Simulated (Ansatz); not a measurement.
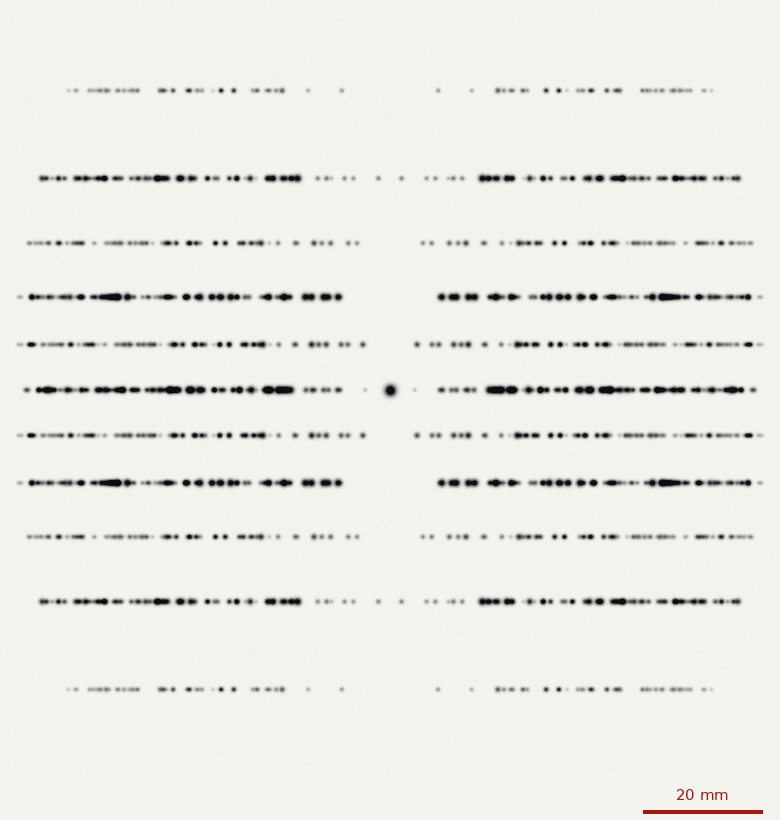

Simulated X-ray rotation photograph: Mo Kα radiation (λ = 0.7107 Å), cylindrical film of radius 57.3 mm unrolled, rotation axis vertical and normal to the beam, kinematic intensities without Lorentz or polarisation factors, the film spanning ±63° about the beam; spots down to d = 0.67 Å.

Measure the layer lines and find the identity period along the axis.

Answer. The first layer line lies 7.7 mm from the equator, so tan ν = 0.134, sin ν = 0.132 and the period is λ/sin ν = 5.37 Å. Further lines follow at 15.7, 24.8, 35.8, 50.6 mm.

The crystal is Ti, space group R-3m (No. 166), a = 5.37 Å, c = 29.18 Å (hexagonal axes). Structure: the end point of a relaxation with DFT r2SCAN, scalar-relativistic, plane waves, PAW (Ansatz 0.2.0); the starting structure was generated, so it need not be a known form of this composition.

About which axis was it rotated?

Answer. About [100] (or an equivalent direction), whose length in the conventional cell is 5.370 Å.
